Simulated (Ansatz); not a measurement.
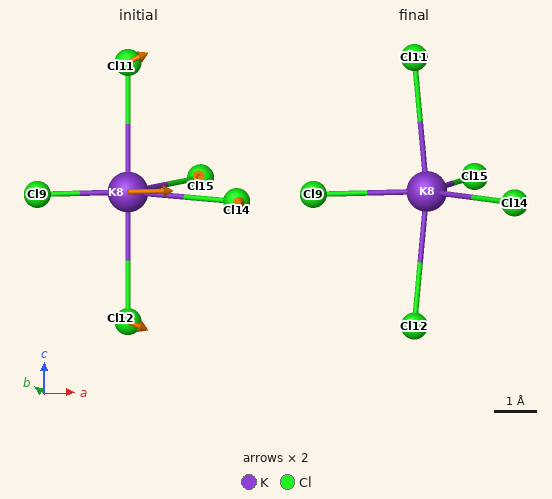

The structure of a defect cell of composition K₈Cl₇ (cell charge +1) (started half-way along a vacancy jump, in the symmetry of that start) before (left) and after (right) a relaxation, at one scale. The orange arrows give the displacements, magnified 2 times.

The picture is a ball-and-stick view of the atoms within 4.2 Å of the atom that moves most (axes of the conventional cell (2 times the calculation's cell)), seen slightly off an axis. Lengths and directions refer to the drawn axes.

The calculation used Ansatz, DFT PBEsol, scalar-relativistic, plane waves, PAW.

Input file:
```yaml
crystal:
  lattice:
    - [0.0, 6.241408308, -6.241408308]
    - [6.241408308, 6.241408308, 0.0]
    - [6.241408308, 0.0, -6.241408308]
  atoms:
    - { symbol: K, position: [0.5, 0.5, 0.0] }
    - { symbol: K, position: [0.5, 0.0, 0.0] }
    - { symbol: K, position: [1.0, 0.5, 0.0] }
    - { symbol: K, position: [1.0, 0.0, 0.0] }
    - { symbol: K, position: [0.5, 0.5, 0.5] }
    - { symbol: K, position: [0.5, 0.0, 0.5] }
    - { symbol: K, position: [1.0, 0.5, 0.5] }
    - { symbol: K, position: [1.0, 0.0, 0.5] }
    - { symbol: Cl, position: [0.25, 0.0, 0.25] }
    - { symbol: Cl, position: [0.75, 0.75, 0.25] }
    - { symbol: Cl, position: [0.75, 0.25, 0.25] }
    - { symbol: Cl, position: [0.25, 0.75, 0.75] }
    - { symbol: Cl, position: [0.25, 0.25, 0.75] }
    - { symbol: Cl, position: [0.75, 0.75, 0.75] }
    - { symbol: Cl, position: [0.75, 0.25, 0.75] }
total_charge: 1
basis:
  ecutwfc: 420
kpoints:
  mp_grid: { grid: [4, 4, 4] }
hamiltonian:
  xc: pbesol
scf:
  occupations: { method: gaussian, width: 0.05 }
output:
  forces: true
  stress: true
  eigenvalues: true
  write_density: true
  write_potential: true
  elf: true
  volumetric_format: npy
relax:
  adjacent_minimum: "off"
  f_tol: 0.02
  max_steps: 60
  escape_saddle: false
```

Launched with:
```bash
ansatz run input.yaml --threads 4 --pin off --max-ram 9216MiB --backend cpu --events-out ev --progress --plain --runs-dir out
```

What changed between the two?

Answer. The energy falls by 3.069 eV per cell of the calculation in 5 geometry steps. The largest force component goes from 4.8 to 0.006 eV/Å. The largest moves, 0.55 Å, are those of K2 and K8. K8 goes along +a. Largest moves by element: K 0.55 Å, Cl 0.28 Å. The lattice vectors keep their values. Near-neighbour distances that change, for instance: K8–Cl9 2.207 → 2.761 Å, K8–Cl14 3.121 → 2.954 Å, K8–Cl11 3.121 → 3.247 Å. Among the angles between lasting bonds that change: Cl14–K8–Cl15 90.0° → 112.0°, Cl9–K8–Cl14 135.0° → 124.0°, Cl11–K8–Cl12 180.0° → 169.3°. Cost: 92 s on 4 threads of Arm Neoverse V1, with other jobs on the host, peak memory 1.4 GiB.

Limits of the set-up: the cell is charged, on a uniform background, and energies carry no finite-size correction.
